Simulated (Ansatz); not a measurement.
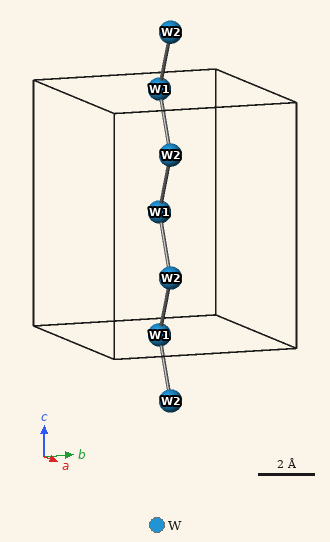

The structure of run A (ball-and-stick view of the 2 repeat of the cell, with the vacuum cut short, seen slightly off an axis; bonded neighbours outside the cell are drawn too; atoms are numbered from 1 in the order of the input).

## What a change does: geometry relaxation on W

System: W (2 atoms in the cell).
Method of run A: DFT PBE, scalar-relativistic, plane waves, PAW, spin-polarised (Ansatz 0.2.0).

The structure derives from an entry of the Crystallography Open Database. Text and figures count atoms from 1; the logs count them from 0 in places.

**Input file, run A**
```yaml
crystal:
  lattice:
    - [10.1, 0.0, 0.0]
    - [0.0, 9.3, 0.0]
    - [0.0, 0.0, 4.4664045374]
  atoms:
    - { symbol: W, position: [0.4447227161, 0.5, 0.0], spin: 1.5 }
    - { symbol: W, position: [0.5552772839, 0.5, 0.5], spin: 1.5 }
basis:
  ecutwfc: 420
kpoints:
  mp_grid: { grid: [1, 1, 15] }
hamiltonian:
  xc: pbe
scf:
  occupations: { method: gaussian, width: 0.05 }
output:
  forces: true
  stress: true
  eigenvalues: true
  populations: true
  write_density: true
  write_potential: true
  elf: true
  volumetric_format: npy
magnetization:
  spin_polarized: true
relax:
  adjacent_minimum: "off"
  f_tol: 0.01
  max_steps: 45
  cell: { fix: [a, b, alpha, beta, gamma], stress_tol: 0.03 }
```

Command:
```bash
ansatz run input.yaml --threads 2 --pin off --max-ram 5120MiB --backend cpu --events-out ev --progress --plain --runs-dir out
```

Hardware: 2 threads of Arm Neoverse V1, 24 GiB of memory available, shared host.

**Output, shortened to warnings, some set-up lines, iterations and results (run A)**
```
WARN: the starting moments were not kept: the SCF closed with an absolute magnetisation of 1.6e-5 μB, where they sum to 3 μB in size (2 sites). That is at most 0.1 of that sum. Measured as dr2_m measures the in/out step, that magnetisation stands 1.6e-11 eV from none, at or under the dr2_threshold of 2.0e-7 eV: it is no larger than a step whose dr2_m would equal this threshold. The system may …
WARN: The output density's exchange-correlation potential varies sharply where the density is thin. Do not read a vacuum level from v_tot or v_xc, or from such a field of the output density. On a cell that repeats whose density bears no net charge and no dipole along the vacuum's axis use v_es (v_loc + v_h of the components); under efield.dipole_correction with no amplitude use v_es + v_field, …
Basis set: ecut = 420 eV, 8205 PW (Γ), exchange–correlation on 144×128×60 points (8 copies of the dense FFT grid, shifted against one another)
Symmetry: 8 space group operations
k-points: 8 of 15
Initial density: superposition of atomic densities (neutral atoms: chi_scale 0, normalization atom)
[...]
SCF iter   1: F=—  HF=-20759.125702 eV  |F-HF|=—  |Δ(HF+E_count)|=         —  Δρ=1.31e-2 (↑1.09e-2 ↓1.31e-2)  dr2=4.27e0  dr2_m=1.06e-1  M=2.554 μB ∫|m|=2.554 μB  β_m=0.30  …
SCF iter   2: F=—  HF=-20758.576640 eV  |F-HF|=—  |Δ(HF+E_count)|=   5.49e-1  Δρ=8.42e-3 (↑6.65e-3 ↓8.42e-3)  dr2=1.45e0  dr2_m=6.39e-2  M=2.544 μB ∫|m|=2.544 μB  β_m=0.50  …
SCF iter   3: F=—  HF=-20758.506436 eV  |F-HF|=—  |Δ(HF+E_count)|=   7.02e-2  Δρ=2.54e-3 (↑2.54e-3 ↓1.84e-3)  dr2=2.88e-2  dr2_m=1.03e-2  M=2.555 μB ∫|m|=2.555 μB  β_m=0.63  …
SCF iter   4: F=—  HF=-20758.570863 eV  |F-HF|=—  |Δ(HF+E_count)|=         —  Δρ=9.60e-4 (↑8.02e-4 ↓9.60e-4)  dr2=4.82e-3  dr2_m=1.87e-3  M=2.550 μB ∫|m|=2.553 μB  β_m=0.63  …
SCF iter   5: F=—  HF=-20758.579483 eV  |F-HF|=—  |Δ(HF+E_count)|=   8.62e-3  Δρ=4.56e-4 (↑4.30e-4 ↓4.56e-4)  dr2=6.11e-4  dr2_m=5.48e-4  M=2.595 μB ∫|m|=2.599 μB  β_m=0.82  …
[... 124 lines ...]
SCF iter   6: F=—  HF=-20762.039154 eV  |F-HF|=—  |Δ(HF+E_count)|=   3.74e-9  Δρ=2.76e-8 (↑2.59e-8 ↓2.76e-8)  dr2=1.40e-11  dr2_m=1.01e-14  M=-0.000 μB ∫|m|=0.000 μB  …
SCF iter   7: F=—  HF=-20762.039154 eV  |F-HF|=—  |Δ(HF+E_count)|=    0.00e0  Δρ=8.59e-9 (↑7.97e-9 ↓8.59e-9)  dr2=1.42e-12  dr2_m=6.41e-16  M=-0.000 μB ∫|m|=0.000 μB  …
SCF iter   8: F=-20762.039154 eV  HF=-20762.039154 eV  |F-HF|=7.28e-12  |Δ(HF+E_count)|=  7.28e-12  Δρ=2.52e-9 (↑2.52e-9 ↓2.41e-9)  dr2=1.04e-13  dr2_m=1.89e-17  M=-0.000 μB …
SCF 12 converged in 8 iterations: F = -20762.039154 eV  dr2 = 1.04e-13
relax step  12: F+E_penalty+E_count = -20762.03915450 eV  Δ(F+E_penalty+E_count) = +1.427e-3 eV  max|allowed force component| = 9.055e-3 eV/Å  Δτ_max = 0.0000 Å  P = +0.019 …
basis re-selected at this cell: Δ(F+E_penalty+E_count) = +1.427e-3 eV, ΔP = -0.005 GPa vs the last step (what re-selecting the basis moved, of the pressure what is left beyond the Pulay correction that the steps carried, after the strain that the cell walked since its last selection, with what the …
[...]
```

For run B the input was changed thus:
```diff
-  mp_grid: { grid: [1, 1, 15] }
+  mp_grid: { grid: [1, 1, 10] }
-  populations: true
-  write_density: true
-  write_potential: true
-  elf: true
-  volumetric_format: npy
-  f_tol: 0.01
+  f_tol: 0.005
+  max_displacement: 0.1
```

Predict how the results change.

The free energy of run B is 5.5 meV per atom lower, which measures how much it depends on this numerical setting. The SCF takes 159 iterations over all geometry steps against 110. The irreducible k-points go from 8 to 6.

**Output, shortened to warnings, some set-up lines, iterations and results (run B)**
```
WARN: the starting moments were not kept: the SCF closed with an absolute magnetisation of 2.3e-5 μB, where they sum to 3 μB in size (2 sites). That is at most 0.1 of that sum. Measured as dr2_m measures the in/out step, that magnetisation stands 3.3e-11 eV from none, at or under the dr2_threshold of 2.0e-7 eV: it is no larger than a step whose dr2_m would equal this threshold. The system may …
Basis set: ecut = 420 eV, 8205 PW (Γ), exchange–correlation on 144×128×60 points (8 copies of the dense FFT grid, shifted against one another)
Symmetry: 8 space group operations
k-points: 6 of 10
Initial density: superposition of atomic densities (neutral atoms: chi_scale 0, normalization atom)
[...]
SCF iter   1: F=—  HF=-20759.126830 eV  |F-HF|=—  |Δ(HF+E_count)|=         —  Δρ=1.32e-2 (↑1.10e-2 ↓1.32e-2)  dr2=4.29e0  dr2_m=1.11e-1  M=2.492 μB ∫|m|=2.492 μB  β_m=0.30  …
SCF iter   2: F=—  HF=-20758.759970 eV  |F-HF|=—  |Δ(HF+E_count)|=   3.67e-1  Δρ=9.20e-3 (↑7.27e-3 ↓9.20e-3)  dr2=1.95e0  dr2_m=6.09e-2  M=2.571 μB ∫|m|=2.572 μB  β_m=0.60  …
SCF iter   3: F=—  HF=-20758.550572 eV  |F-HF|=—  |Δ(HF+E_count)|=   2.09e-1  Δρ=2.45e-3 (↑2.45e-3 ↓8.73e-4)  dr2=3.37e-2  dr2_m=6.81e-3  M=2.707 μB ∫|m|=2.707 μB  β_m=0.80  …
SCF iter   4: F=—  HF=-20758.582050 eV  |F-HF|=—  |Δ(HF+E_count)|=         —  Δρ=7.17e-4 (↑5.08e-4 ↓7.17e-4)  dr2=9.52e-3  dr2_m=8.86e-4  M=2.756 μB ∫|m|=2.757 μB  β_m=0.80  …
SCF iter   5: F=—  HF=-20758.584558 eV  |F-HF|=—  |Δ(HF+E_count)|=   2.51e-3  Δρ=3.00e-4 (↑2.70e-4 ↓3.00e-4)  dr2=1.04e-3  dr2_m=2.26e-4  M=2.792 μB ∫|m|=2.794 μB  β_m=0.90  …
[... 179 lines ...]
SCF iter   6: F=—  HF=-20762.050065 eV  |F-HF|=—  |Δ(HF+E_count)|=   3.77e-9  Δρ=2.66e-8 (↑2.66e-8 ↓2.53e-8)  dr2=1.33e-11  dr2_m=1.31e-14  M=0.000 μB ∫|m|=0.000 μB  β_m=0.94 …
SCF iter   7: F=—  HF=-20762.050065 eV  |F-HF|=—  |Δ(HF+E_count)|=  2.18e-11  Δρ=6.42e-9 (↑6.42e-9 ↓5.91e-9)  dr2=8.92e-13  dr2_m=1.23e-15  M=0.000 μB ∫|m|=0.000 μB  β_m=0.97 …
SCF iter   8: F=-20762.050065 eV  HF=-20762.050065 eV  |F-HF|=3.64e-12  |Δ(HF+E_count)|=  3.64e-12  Δρ=2.35e-9 (↑2.31e-9 ↓2.35e-9)  dr2=9.36e-14  dr2_m=5.34e-17  M=0.000 μB …
SCF 15 converged in 8 iterations: F = -20762.050065 eV  dr2 = 9.36e-14
relax step  15: F+E_penalty+E_count = -20762.05006515 eV  Δ(F+E_penalty+E_count) = +1.444e-3 eV  max|allowed force component| = 4.947e-4 eV/Å  Δτ_max = 0.0000 Å  P = +0.020 …
basis re-selected at this cell: Δ(F+E_penalty+E_count) = +1.444e-3 eV, ΔP = -0.005 GPa vs the last step (what re-selecting the basis moved, of the pressure what is left beyond the Pulay correction that the steps carried, after the strain that the cell walked since its last selection, with what the …
SCF converged after 8 iterations
Magnetization: 0.0000 μB (14.0000 up, 14.0000 down)
Absolute magnetization: 0.0000 μB (∫|ρ↑−ρ↓|, with the PAW one-centre terms)
Spin contamination: 0.0000 ħ² per cell (⟨S²⟩ above its minimum at these occupations)
Per-site moments (μB) at R_I (Å): [(9.446741672184732e-10, 0.948547400006591), (9.44674273134322e-10, 0.948547400006591)]
Free energy (F): -20762.050065 eV
Harris-Foulkes:  -20762.050065 eV  (|F-HF|=3.64e-12)
Internal energy: -20762.048265 eV  (E = F + TS)
E sigma→0 (E₀):  -20762.049165 eV
Entropy (-TS):   -0.001800 eV (-0.900 meV/atom)
Fermi energy:    -0.910257 eV
--- Per-component energies (eV) ---
  E_band       = -803.712727
  E_kinetic    = 892.895981
  E_local      = -7711.070300  (includes V_loc(G=0)·N_el)
  E_nonlocal   = 11.474257
  E_hartree    = 3360.726439
  E_xc         = -525.670883
  E_vxc        = -466.631752  (∫ρ·V_xc dr)
  E_paw        = -17127.085609  (= ΣΔE_a)
  E_vpaw       = -251.833694  (= ΣTr[D̂ρ^β])
  E_aug_tail   = -0.000122  (compensation charges beyond the density's cutoff)
  E_ewald      = 336.681974
  E_smearing   = -0.001800  (= −TS)
  E_closure    = 0.000000  (closes the sum)
  Σ components = -20762.050065   (vs F -20762.050065, Δ=0.00e0)
--- Forces (eV/Å), atoms counted from 1 ---
  atom   1  W      0.00049466    -0.00000000    -0.00000000
  atom   2  W     -0.00049466     0.00000000     0.00000000
  max |Σ_I F_I| component: 1.08e-19 eV/Å
--- Stress (GPa, compression-positive) ---
        0.095314      -0.000000      -0.000000
       -0.000000      -0.032571       0.000000
       -0.000000       0.000000      -0.003215
  P = ⅓ Tr σ = 0.0198 GPa (0.198 kbar)
--- Relaxed structure (14 steps of the walk, 13 accepted, 1 SCFs on fresh bases) ---
[...]
```

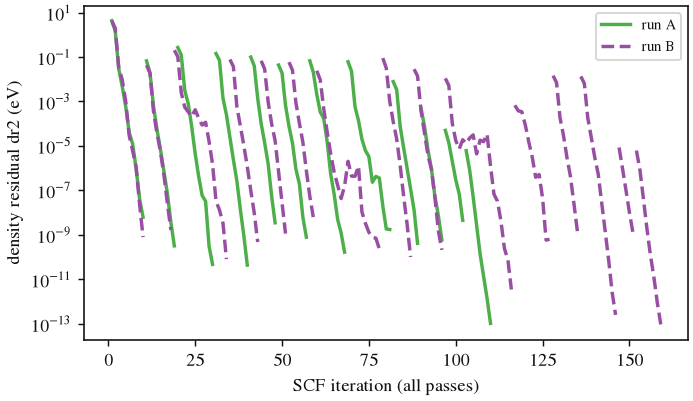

Convergence of the two runs: density residual dr2 against the SCF iteration. A break in a curve parts two SCF passes. Run A takes 110 iterations in all, and run B takes 159.

**The two runs side by side**

| quantity | run A | run B |
| --- | --- | --- |
| outcome | converged | converged |
| free energy per atom (eV) | −10381.0196 | −10381.0250 |
| energy per atom, smearing taken to zero (eV) | −10381.0192 | −10381.0246 |
| gap on the mesh (eV) | 0.00 | 0.00 |
| net moment of the cell (μB) | 0.00 | 0.00 |
| absolute moment of the cell (μB) | 0.00 | 0.00 |
| largest force (eV/Å) | 0.009 | 0.000 |
| SCF iterations | 110 | 159 |
| irreducible k-points | 8 | 6 |
| wall time (shared host) | 82 s | 86 s |

For both runs: Spin–orbit coupling is left out, which matters for W. For run A: Warnings: some starting moments were not kept; the exchange-correlation potential is rough where the density is thin. For run B: These settings are looser than, or depart from, a standard set-up, so the numbers are not reference values for this system. Warnings: some starting moments were not kept.
